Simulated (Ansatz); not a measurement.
Geometry relaxation of Mo

- system: Mo (1 atom in the cell)
- method: DFT r2SCAN, scalar-relativistic, plane waves, PAW, no spin polarisation (Ansatz 0.2.0)

The structure derives from a Materials Project entry. Figures and captions count atoms from 1; the log counts them from 0 in places.

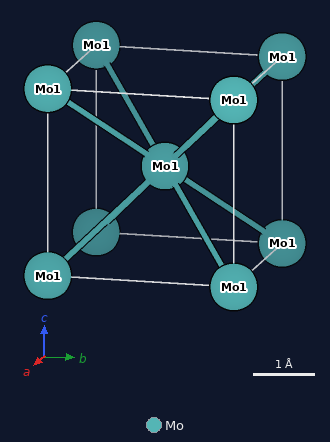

*The starting structure (ball-and-stick view of the cell 2 times as large as that of the calculation, set on its symmetry axes, seen slightly off an axis; atoms are numbered from 1 in the order of the input). An atom can appear more than once, as a periodic image.*

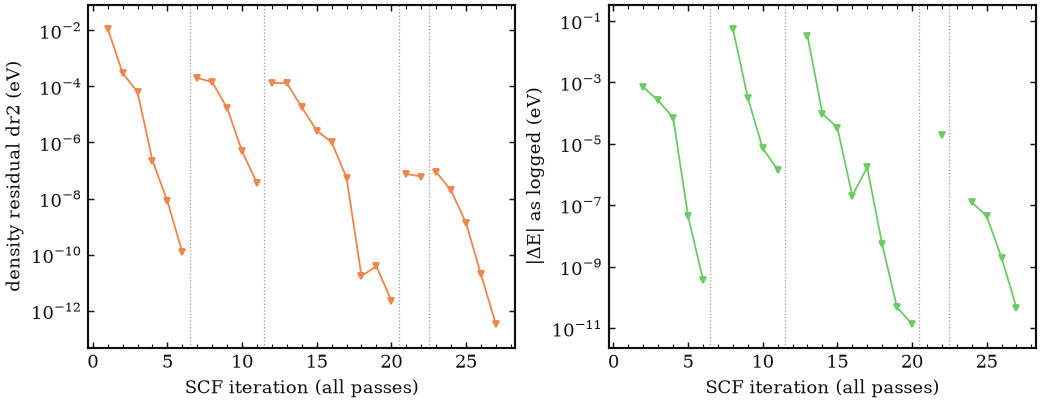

*Convergence of the self-consistent field: density residual dr2 and size of the energy change against the SCF iteration. The dotted lines part the SCF passes of the relaxation: geometry steps, rejected trials and re-solves on a re-selected basis.*

The 5 passes take 2 to 9 iterations each, 27 in all.

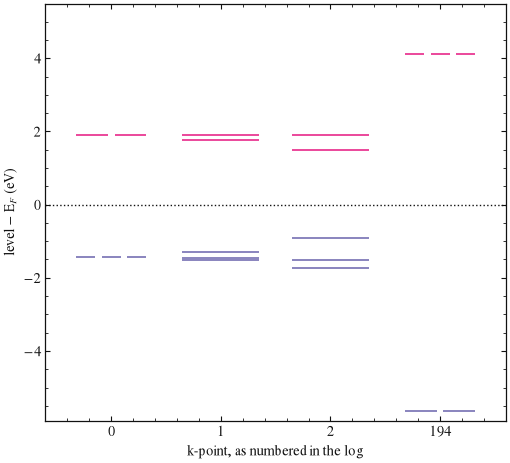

*Kohn–Sham levels near the Fermi level (dotted) at the few k-points that the log prints; levels within 0.02 eV of each other stand side by side.*

The system is metallic on the full mesh.

These pictures come from the run below.

The input:
```yaml
crystal:
  lattice:
    - [-1.5838089719, 1.5838089719, 1.5838089719]
    - [1.5838089719, -1.5838089719, 1.5838089719]
    - [1.5838089719, 1.5838089719, -1.5838089719]
  atoms:
    - { symbol: Mo, position: [0.0, 0.0, 0.0] }
basis:
  ecutwfc: 500
kpoints:
  mp_grid: { grid: [18, 18, 18] }
hamiltonian:
  xc: r2scan
scf:
  occupations: { method: gaussian, width: 0.1 }
output:
  forces: true
  stress: true
  eigenvalues: true
relax:
  adjacent_minimum: "off"
  f_tol: 0.005
  max_steps: 80
  cell: { stress_tol: 0.05 }
```

Launched with:
```bash
ansatz run input.yaml --threads 1 --pin off --max-ram 2560MiB --backend cpu --events-out ev --progress --plain --runs-dir out
```

The program's output:
```
Engine: ansatz 0.2.0, x86_64-unknown-linux-gnu
Pseudopotentials: kind: paw
Pseudopotential: Mo, paw, valence charge 14, recommended cutoff 500 eV (meta_gga), Mo.paw.azcp
Functional definition: r2SCAN
  parameter k0 = 0.174
  parameter k1 = 0.065
  parameter a1 = 4.9479
  exchange = r2scan_x(k0 = k0, k1 = k1, a1 = a1)
  correlation = r2scan_c
Crystal: 1 atoms, lattice volume = 15.892 Å³
Basis set: ecut = 500 eV, 381 PW (Γ), exchange–correlation on 96×96×96 points (64 copies of the dense FFT grid, shifted against one another)
Bands: 11, of which v1, the nominal top of the filled ones, is band 7 counted from 1 (6 counted from 0)
Symmetry: 48 space group operations
Space group: Im-3m (ITA 229), of the structure as read, at distance tolerance 2.5e-5 Å
k-points: 195 of 5832
Non-local potential: Mo, projectors of the file, l = 0: 3, l = 1: 2, l = 2: 2, l = 3: 1
PAW form: soft (Blöchl's): semilocal exchange-correlation on the pseudo side does not see the compensation charge
PAW frozen core: Mo, regenerated for the run's functional (the file was generated under x = pbe(κ = 0.804, μ = 0.2195149727645171), c = pbe(β = 0.06672455060314922))
PAW one-centre angular grid: Mo, 590 points (default); XC on 160 Gauss nodes
Initial density: superposition of atomic densities (neutral atoms: chi_scale 0, normalization atom), corrected by the library's trained network
Initial wavefunctions: pseudopotential atomic-orbital guess
Functional: x = r2scan, c = r2scan; τ floored in thin density (d = 2e-4 eV/Å³)
SCF iter   1: F=—  HF=-4967.592974 eV  |F-HF|=—  |Δ(HF+E_count)|=         —  Δρ=9.64e-3  dr2=1.16e-2  dr2_τ=2.01e-2  ethr=1.77e-3  ⟨swp⟩=5.0  Hψ=13079  notcnv=0
preconditioner: auto → none  [metal: Δε(μ)=0.024 eV  Ē_g=8.652 eV  σ=0.100 eV  W_gap=0.13  n_scr=0 (ndim 8)  ℏωp=22.8 eV  f_vac=0.000  D(μ)=0.58/eV (n_scr^D=0)]
SCF iter   2: F=—  HF=-4967.592281 eV  |F-HF|=—  |Δ(HF+E_count)|=   6.92e-4  Δρ=3.20e-3  dr2=3.00e-4  dr2_τ=4.80e-4  ethr=8.26e-5  ⟨swp⟩=2.7  Hψ=5311  notcnv=0
SCF iter   3: F=—  HF=-4967.592537 eV  |F-HF|=—  |Δ(HF+E_count)|=   2.56e-4  Δρ=1.46e-3  dr2=6.20e-5  dr2_τ=1.55e-5  ethr=2.15e-6  ⟨swp⟩=1.1  Hψ=2214  notcnv=0
SCF iter   4: F=—  HF=-4967.592607 eV  |F-HF|=—  |Δ(HF+E_count)|=   7.00e-5  Δρ=6.05e-5  dr2=2.26e-7  dr2_τ=4.69e-8  ethr=4.43e-7  ⟨swp⟩=3.0  Hψ=3584  notcnv=0
iter 5 did not close the SCF: its close was put off for the readings that it lacked (scf_convergence_deferred on its scf_iter line)
SCF iter   5: F=-4967.592608 eV  HF=-4967.592608 eV  |F-HF|=3.17e-9  |Δ(HF+E_count)|=   4.44e-8  Δρ=8.49e-6  dr2=8.06e-9  dr2_τ=2.56e-9  ethr=1.61e-9  ⟨swp⟩=2.0  Hψ=3291  notcnv=0
SCF iter   6: F=-4967.592608 eV  HF=-4967.592608 eV  |F-HF|=3.91e-11  |Δ(HF+E_count)|=  3.81e-10  Δρ=1.10e-6  dr2=1.19e-10  dr2_τ=8.14e-12  ethr=5.76e-11  ⟨swp⟩=2.1  Hψ=6868  notcnv=0
SCF 1 converged in 6 iterations: F = -4967.592608 eV  dr2 = 1.19e-10
  greatest PAW one-centre occupation: 0.997 electrons in one spin orbital (limit 2), on the Mo atom at site 0 (counted from 0), in its partial waves of l = 0
relax step   1: F+E_penalty+E_count = -4967.59260753 eV  Δ(F+E_penalty+E_count) = +0.000e0 eV  max|allowed force component| = 0.000e0 eV/Å  Δτ_max = 0.0000 Å  P = -4.264 GPa  Ω = 15.892 Å³  (6 SCF iters, dr2 threshold 1.00e-7 eV, accepted)
Crystal: 1 atoms, lattice volume = 15.097 Å³
Initial density: handed on by an earlier stage of this run
Initial wavefunctions: those handed on with the density
iter 1 solved again at ethr=1.57e-6 eV; its pass at ethr=3.10e-3 eV (dr2=2.20e-4 eV) is discarded
SCF iter   1: F=—  HF=-4967.523446 eV  |F-HF|=—  |Δ(HF+E_count)|=         —  Δρ=2.23e-3  dr2=2.00e-4  dr2_τ=4.72e-2  ethr=1.57e-6  ⟨swp⟩=2.4  Hψ=17393  notcnv=0
preconditioner: auto → none  [metal: Δε(μ)=0.033 eV  Ē_g=9.113 eV  σ=0.100 eV  W_gap=0.19  n_scr=0 (ndim 8)  ℏωp=23.4 eV  f_vac=0.000  D(μ)=0.45/eV (n_scr^D=0)]
SCF iter   2: F=—  HF=-4967.579568 eV  |F-HF|=—  |Δ(HF+E_count)|=   5.61e-2  Δρ=1.77e-3  dr2=1.43e-4  dr2_τ=4.24e-5  ethr=1.43e-6  ⟨swp⟩=2.8  Hψ=4543  notcnv=0
SCF iter   3: F=—  HF=-4967.579885 eV  |F-HF|=—  |Δ(HF+E_count)|=   3.17e-4  Δρ=4.16e-4  dr2=1.69e-5  dr2_τ=6.08e-6  ethr=1.02e-6  ⟨swp⟩=2.0  Hψ=3317  notcnv=0
SCF iter   4: F=—  HF=-4967.579892 eV  |F-HF|=—  |Δ(HF+E_count)|=   7.12e-6  Δρ=7.75e-5  dr2=4.86e-7  dr2_τ=7.59e-7  ethr=1.21e-7  ⟨swp⟩=2.0  Hψ=3354  notcnv=0
SCF iter   5: F=-4967.579894 eV  HF=-4967.579894 eV  |F-HF|=5.64e-8  |Δ(HF+E_count)|=   1.42e-6  Δρ=2.57e-5  dr2=3.52e-8  dr2_τ=1.32e-8  ethr=7.14e-10  ⟨swp⟩=5.7  Hψ=10563  notcnv=0
SCF 2 converged in 5 iterations: F = -4967.579894 eV  dr2 = 3.52e-8
relax step   2: F+E_penalty+E_count = -4967.57989394 eV  Δ(F+E_penalty+E_count) = +1.271e-2 eV  max|allowed force component| = 0.000e0 eV/Å  Δτ_max = 0.0000 Å  P = +10.182 GPa  Ω = 15.097 Å³  energy of the carried Pulay correction = +4.009e-4 eV  (5 SCF iters, dr2 threshold 1.00e-7 eV, rejected (line search))
Crystal: 1 atoms, lattice volume = 15.648 Å³
iter 1 solved again at ethr=8.20e-7 eV; its pass at ethr=3.10e-3 eV (dr2=1.15e-4 eV) is discarded
SCF iter   1: F=—  HF=-4967.562913 eV  |F-HF|=—  |Δ(HF+E_count)|=         —  Δρ=1.50e-3  dr2=1.33e-4  dr2_τ=2.39e-2  ethr=8.20e-7  ⟨swp⟩=2.5  Hψ=17036  notcnv=0
preconditioner: auto → none  [metal: Δε(μ)=0.019 eV  Ē_g=8.733 eV  σ=0.100 eV  W_gap=0.10  n_scr=0 (ndim 8)  ℏωp=23.0 eV  f_vac=0.000  D(μ)=0.57/eV (n_scr^D=0)]
SCF iter   2: F=—  HF=-4967.596054 eV  |F-HF|=—  |Δ(HF+E_count)|=   3.31e-2  Δρ=1.47e-3  dr2=1.31e-4  dr2_τ=3.69e-5  ethr=8.20e-7  ⟨swp⟩=2.7  Hψ=4541  notcnv=0
SCF iter   3: F=—  HF=-4967.596149 eV  |F-HF|=—  |Δ(HF+E_count)|=   9.56e-5  Δρ=5.89e-4  dr2=1.81e-5  dr2_τ=8.27e-6  ethr=8.20e-7  ⟨swp⟩=3.0  Hψ=3521  notcnv=0
SCF iter   4: F=—  HF=-4967.596183 eV  |F-HF|=—  |Δ(HF+E_count)|=   3.36e-5  Δρ=1.56e-4  dr2=2.66e-6  dr2_τ=6.71e-7  ethr=1.29e-7  ⟨swp⟩=3.0  Hψ=3549  notcnv=0
SCF iter   5: F=—  HF=-4967.596183 eV  |F-HF|=—  |Δ(HF+E_count)|=   2.05e-7  Δρ=9.34e-5  dr2=1.03e-6  dr2_τ=9.68e-8  ethr=1.90e-8  ⟨swp⟩=2.3  Hψ=3372  notcnv=0
SCF iter   6: F=—  HF=-4967.596184 eV  |F-HF|=—  |Δ(HF+E_count)|=   1.71e-6  Δρ=2.41e-5  dr2=5.62e-8  dr2_τ=5.01e-9  ethr=7.33e-9  ⟨swp⟩=3.0  Hψ=3533  notcnv=0
SCF iter   7: F=—  HF=-4967.596184 eV  |F-HF|=—  |Δ(HF+E_count)|=   5.41e-9  Δρ=4.46e-7  dr2=1.72e-11  dr2_τ=2.53e-11  ethr=4.01e-10  ⟨swp⟩=2.1  Hψ=3173  notcnv=0
SCF iter   8: F=—  HF=-4967.596184 eV  |F-HF|=—  |Δ(HF+E_count)|=  4.73e-11  Δρ=6.51e-7  dr2=3.83e-11  dr2_τ=1.00e-11  ethr=1.00e-12  ⟨swp⟩=5.9  Hψ=8907  notcnv=0
SCF iter   9: F=-4967.596184 eV  HF=-4967.596184 eV  |F-HF|=1.82e-12  |Δ(HF+E_count)|=  1.36e-11  Δρ=1.66e-7  dr2=2.28e-12  dr2_τ=2.65e-13  ethr=1.00e-12  ⟨swp⟩=4.0  Hψ=9002  notcnv=0
the search or the solves at the SCF's close seem to have found levels that the self-consistency loop had missed (the run counts 1). By its estimate they hold under 1e-12 electrons; where the run keeps them, the occupations were computed again with them
SCF 3 converged in 9 iterations: F = -4967.596184 eV  dr2 = 2.28e-12
relax step   3: F+E_penalty+E_count = -4967.59618423 eV  Δ(F+E_penalty+E_count) = -3.577e-3 eV  max|allowed force component| = 0.000e0 eV/Å  Δτ_max = 0.0000 Å  P = -0.237 GPa  Ω = 15.648 Å³  energy of the carried Pulay correction = +1.205e-4 eV  (9 SCF iters, accepted)
Crystal: 1 atoms, lattice volume = 15.634 Å³
iter 1 solved again at ethr=5.01e-10 eV; its pass at ethr=3.10e-3 eV (dr2=7.01e-8 eV) is discarded
SCF iter   1: F=—  HF=-4967.596182 eV  |F-HF|=—  |Δ(HF+E_count)|=         —  Δρ=3.81e-5  dr2=7.56e-8  dr2_τ=1.47e-5  ethr=5.01e-10  ⟨swp⟩=3.2  Hψ=16453  notcnv=0
preconditioner: auto → none  [metal: Δε(μ)=0.033 eV  Ē_g=8.774 eV  σ=0.100 eV  W_gap=0.18  n_scr=0 (ndim 8)  ℏωp=23.0 eV  f_vac=0.000  D(μ)=0.57/eV (n_scr^D=0)]
SCF iter   2: F=-4967.596201 eV  HF=-4967.596201 eV  |F-HF|=7.81e-8  |Δ(HF+E_count)|=   1.98e-5  Δρ=3.39e-5  dr2=6.05e-8  dr2_τ=1.77e-8  ethr=5.01e-10  ⟨swp⟩=3.7  Hψ=10678  notcnv=0
SCF 4 converged in 2 iterations: F = -4967.596201 eV  dr2 = 6.05e-8
relax step   4: F+E_penalty+E_count = -4967.59620146 eV  Δ(F+E_penalty+E_count) = -1.723e-5 eV  max|allowed force component| = 0.000e0 eV/Å  Δτ_max = 0.0000 Å  P = +0.008 GPa  Ω = 15.634 Å³  energy of the carried Pulay correction = +1.276e-4 eV  (2 SCF iters, dr2 threshold 1.00e-7 eV, accepted)
Basis set: ecut = 500 eV, 381 PW (Γ), exchange–correlation on 80×80×80 points (64 copies of the dense FFT grid, shifted against one another)
Initial wavefunctions: pseudopotential atomic-orbital guess (no wavefunctions were taken with the density)
iter 1 solved again at ethr=1.38e-8 eV; its pass at ethr=3.10e-3 eV (dr2=1.93e-6 eV) is discarded
SCF iter   1: F=—  HF=-4967.596074 eV  |F-HF|=—  |Δ(HF+E_count)|=         —  Δρ=5.20e-5  dr2=8.97e-8  dr2_τ=5.30e-7  ethr=1.38e-8  ⟨swp⟩=3.4  Hψ=19724  notcnv=0
preconditioner: auto → none  [metal: Δε(μ)=0.032 eV  Ē_g=8.774 eV  σ=0.100 eV  W_gap=0.18  n_scr=0 (ndim 8)  ℏωp=23.0 eV  f_vac=0.000  D(μ)=0.57/eV (n_scr^D=0)]
SCF iter   2: F=—  HF=-4967.596075 eV  |F-HF|=—  |Δ(HF+E_count)|=   1.26e-7  Δρ=2.53e-5  dr2=1.96e-8  dr2_τ=1.85e-8  ethr=6.41e-10  ⟨swp⟩=3.0  Hψ=3681  notcnv=0
SCF iter   3: F=—  HF=-4967.596075 eV  |F-HF|=—  |Δ(HF+E_count)|=   4.46e-8  Δρ=5.61e-6  dr2=1.36e-9  dr2_τ=8.54e-10  ethr=1.40e-10  ⟨swp⟩=2.0  Hψ=3319  notcnv=0
SCF iter   4: F=—  HF=-4967.596075 eV  |F-HF|=—  |Δ(HF+E_count)|=   1.97e-9  Δρ=7.98e-7  dr2=2.01e-11  dr2_τ=7.01e-12  ethr=9.72e-12  ⟨swp⟩=2.0  Hψ=3320  notcnv=0
SCF iter   5: F=-4967.596075 eV  HF=-4967.596075 eV  |F-HF|=0.00e0  |Δ(HF+E_count)|=  4.64e-11  Δρ=8.55e-8  dr2=3.34e-13  dr2_τ=2.27e-13  ethr=1.00e-12  ⟨swp⟩=5.5  Hψ=8338  notcnv=0
SCF 5 converged in 5 iterations: F = -4967.596075 eV  dr2 = 3.34e-13
relax step   5: F+E_penalty+E_count = -4967.59607456 eV  Δ(F+E_penalty+E_count) = +1.269e-4 eV  max|allowed force component| = 0.000e0 eV/Å  Δτ_max = 0.0000 Å  P = +0.002 GPa  Ω = 15.634 Å³  stress off target by 1.79e-3 GPa  SCF on the basis re-selected at this cell (its energy is not comparable with the rows above)  (5 SCF iters)
basis re-selected at this cell: Δ(F+E_penalty+E_count) = +1.269e-4 eV, ΔP = -0.006 GPa vs the last step (what re-selecting the basis moved, of the pressure what is left beyond the Pulay correction that the steps carried, after the strain that the cell walked since its last selection, with what the two solves' SCF thresholds leave and, on support functions, any second-order correction that the steps lacked; it is no measure of the basis error at this ecutwfc). The dense FFT grid was sized anew with the basis: this SCF ran on 20×20×20 points, the steps before it on 24×24×24, so part of this shift can come from that change (see relax.cell in the input reference). This SCF's stress stands 1.79e-3 GPa from its target on what of the cell is left free (relax.cell.stress_tol is 5.00e-2 GPa) and its largest allowed force component is 0.00e0 eV/Å (relax.f_tol is 5.00e-3 eV/Å): within both
SCF converged after 5 iterations
Free energy (F): -4967.596075 eV
Harris-Foulkes:  -4967.596075 eV  (|F-HF|=0.00e0)
Internal energy: -4967.593228 eV  (E = F + TS)
E sigma→0 (E₀):  -4967.594651 eV
Entropy (-TS):   -0.002846 eV (-2.846 meV/atom)
Fermi energy:    21.060286 eV
--- Per-component energies (eV) ---
  E_band       = -67.649110
  E_kinetic    = 439.901596
  E_local      = -781.296710  (includes V_loc(G=0)·N_el)
  E_nonlocal   = 142.164680
  E_hartree    = 257.691261
  E_xc         = -178.572757
  E_vxc        = -256.372037  (∫ρ·V_xc dr)
  E_paw        = -3217.146326  (= ΣΔE_a)
  E_vpaw       = -144.416408  (= ΣTr[D̂ρ^β])
  E_aug_tail   = 0.000003  (compensation charges beyond the density's cutoff)
  E_vtau       = 16.987236  (kinetic-family band-sum trace: ∫τ·v_τ [+ j·A + Jᵃ·Aᵃ] dr)
  E_ewald      = -1630.113772
  E_core_change = -0.221204  (= ΣΔE_core)
  E_smearing   = -0.002846  (= −TS)
  E_closure    = 0.000000  (closes the sum)
  Σ components = -4967.596075   (vs F -4967.596075, Δ=0.00e0)
--- Forces (eV/Å), atoms counted from 1 ---
  atom   1  Mo    -0.00000000    -0.00000000    -0.00000000
  max |Σ_I F_I| component: 1.64e-32 eV/Å
--- Stress (GPa, compression-positive) ---
        0.001792       0.000000      -0.000000
       -0.000000       0.001792      -0.000000
       -0.000000       0.000000       0.001792
  P = ⅓ Tr σ = 0.0018 GPa (0.018 kbar)
--- Band table (eV; the first three rows and the last of 195) ---
  k-point 0: bands = ["-42.2022", "-14.6602", "-14.6602", "-14.6602", "13.4045", "19.6271", "19.6271", "19.6271", "22.9547", "22.9547", "36.3641"]
  k-point 1: bands = ["-42.1936", "-14.7087", "-14.6750", "-14.6606", "13.5484", "19.5450", "19.6132", "19.7610", "22.8306", "22.9556", "36.4710"]
  k-point 2: bands = ["-42.1689", "-14.8468", "-14.7175", "-14.6616", "13.9593", "19.3171", "19.5542", "20.1569", "22.5550", "22.9643", "36.7269"]
  k-point 194: bands = ["-41.7094", "-15.6865", "-15.6865", "-15.6865", "15.4161", "15.4161", "25.1760", "25.1760", "25.1760", "30.5128", "30.5128"]
--- Relaxed structure (4 steps of the walk, 3 accepted, 1 SCFs on fresh bases) ---
  F+E_penalty+E_count = -4967.59607456 eV   max|allowed force component| = 0.000e0 eV/Å   (the final SCF, on the basis selected at the relaxed cell)
  cell:  # Å, volume = 15.6343 Å³
    - [-1.5752151460340666, 1.5752151460340666, 1.5752151460340666]
    - [1.5752151460340666, -1.5752151460340666, 1.5752151460340666]
    - [1.5752151460340666, 1.5752151460340666, -1.5752151460340666]
  atoms:
    - { symbol: Mo, position: [0.0, 0.0, 0.0] }
```

Trajectory as extended XYZ (Å, eV, eV/Å), 5 frames, from step=1 to step=5:
```
1
Lattice="-1.5838 1.5838 1.5838 1.5838 -1.5838 1.5838 1.5838 1.5838 -1.5838" Properties=species:S:1:pos:R:3:forces:R:3 step=1 energy=-4967.59261 pressure_GPa=-4.26
Mo    0.0000    0.0000    0.0000    0.0000   0.0000   0.0000
1
Lattice="-1.5570 1.5570 1.5570 1.5570 -1.5570 1.5570 1.5570 1.5570 -1.5570" Properties=species:S:1:pos:R:3:forces:R:3 step=2 energy=-4967.57989 pressure_GPa=10.18 accepted=F
Mo    0.0000    0.0000    0.0000    0.0000   0.0000   0.0000
1
Lattice="-1.5757 1.5757 1.5757 1.5757 -1.5757 1.5757 1.5757 1.5757 -1.5757" Properties=species:S:1:pos:R:3:forces:R:3 step=3 energy=-4967.59618 pressure_GPa=-0.24
Mo    0.0000    0.0000    0.0000    0.0000   0.0000   0.0000
1
Lattice="-1.5752 1.5752 1.5752 1.5752 -1.5752 1.5752 1.5752 1.5752 -1.5752" Properties=species:S:1:pos:R:3:forces:R:3 step=4 energy=-4967.59620 pressure_GPa=0.01
Mo    0.0000    0.0000    0.0000    0.0000   0.0000   0.0000
1
Lattice="-1.5752 1.5752 1.5752 1.5752 -1.5752 1.5752 1.5752 1.5752 -1.5752" Properties=species:S:1:pos:R:3:forces:R:3 step=5 energy=-4967.59608 pressure_GPa=0.00
Mo    0.0000    0.0000    0.0000    0.0000   0.0000   0.0000
```

Key numbers:

- outcome: converged
- space group (tolerance 0.01 Å): Im-3m (229)
- electrons treated: 14
- free energy: −4967.5961 eV
- Fermi energy: 21.060 eV
- gap on the k-point mesh: none (metallic)
- pressure: 0.00 GPa
- final volume: 15.63 Å³
- largest force (length of the vector) at the end: under 0.001 eV/Å
- final cell: a = 2.728 Å, b = 2.728 Å, c = 2.728 Å, α = 109.47°, β = 109.47°, γ = 109.47°
- hardware: 1 thread of AMD EPYC (Zen 3), 189 GiB of memory available, shared host
- wall time: 54 s
- peak memory: 0.41 GiB
